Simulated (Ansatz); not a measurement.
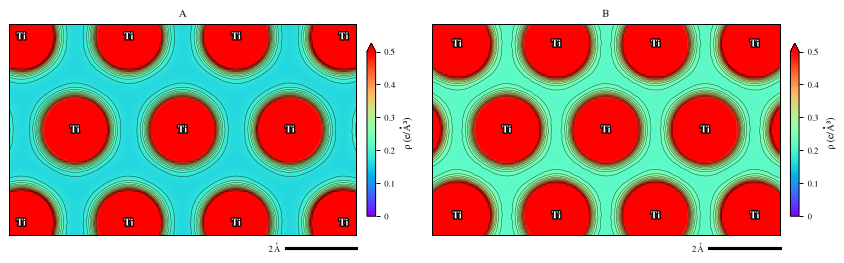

Ti. The valence electron density of two cells that differ in size, on the (010) plane of each (indices in the axes of the calculation cell), at one length scale and on one colour scale; one has 15.7 and the other 19.9 Å³ an atom.

The calculation used Ansatz, DFT, revPBE, plane waves (420 eV) with PAW, scalar-relativistic.

Core electrons are frozen (PAW), and the valence fields are smoothed inside the atomic spheres.

### Which is the denser cell? Describe the effect of the change.

Panel B is the smaller cell, by 21 % in volume. From the larger cell to the smaller, Ti–Ti goes from 3.04 to 2.81 Å, and the density at its midpoint from 0.16 to 0.22 e/Å³; the pressure goes from −9 to 16 GPa.
